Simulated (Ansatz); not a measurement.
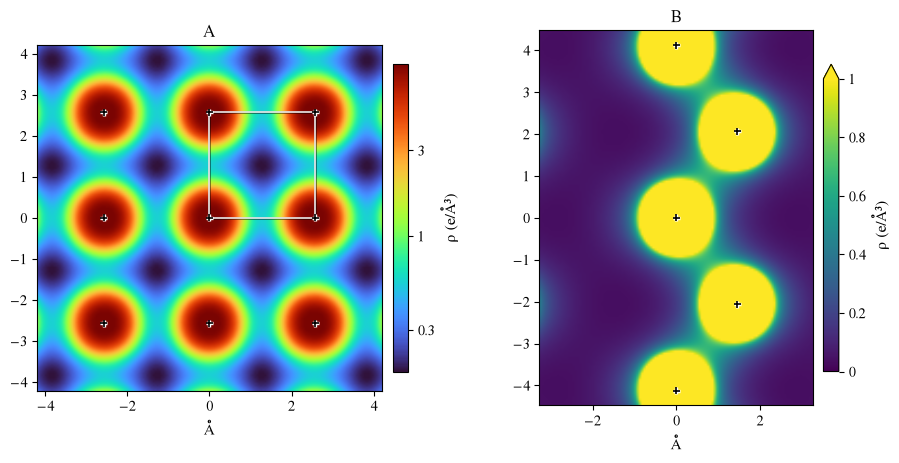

The valence charge density (pseudo) of 2 systems, each on a plane through atoms (crosses mark nuclei in the plane).

Level of theory: Ansatz 0.2.0, DFT, PBE, plane waves (420 eV) with PAW, scalar-relativistic.

System 1: Ir, the (100) plane of the conventional cell. Space group Pm-3m; set up as Ir, simple cubic; a generated structure, not necessarily the stable one; computed without spin polarisation.

```
Ir
1.0
     2.57257    0.00000    0.00000
     0.00000    2.57257    0.00000
     0.00000    0.00000    2.57257
Ir
1
Direct
  0.00000 0.00000 0.00000
```

System 2: W, the (101) plane of the conventional cell. Space group Fd-3m; set up as W, diamond; a generated structure, not necessarily the stable one.

**Which map belongs to which system?**

Panel A is system 1, Ir: the plane holds Ir. Ir–Ir (2.57 Å): ρ is about 0.55 e/Å³ halfway. Panel B is system 2, W: the plane holds W. W–W (2.53 Å): the density is about 0.66 e/Å³ at the midpoint.
